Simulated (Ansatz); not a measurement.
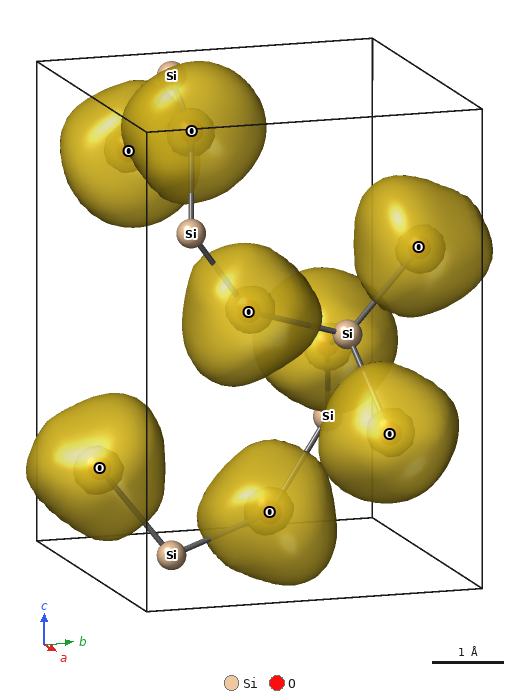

Figure. SiO₂. Isosurface of the ELF at 0.65 (yellow), seen slightly off an axis. Only the valence region is drawn (cores and ρ < 0.01 e/Å³ removed). Sticks mark near contacts.

Space group P4₁2₁2.

Method: DFT r2SCAN, scalar-relativistic, plane waves, PAW (Ansatz 0.2.0).

In a PAW calculation such maps are meaningful between the atoms, not at the nuclei.

Where are the electrons localised?

Answer. At this value the surface marks out eight regions on O in which the atom's valence shell and bonds are merged, counted in one cell of 12 atoms. Regions shared between cells count once. Along the contacts the grid gives the following. Si–O (1.61 Å): the ELF peaks at about 0.85 between the atoms (a shared but strongly polarised pair).

Metal or insulator at this level of theory?

Answer. It is gapped, with a Kohn–Sham gap of 6.3 eV on the k-point mesh (the band edges may lie off the mesh, which would make the gap smaller).
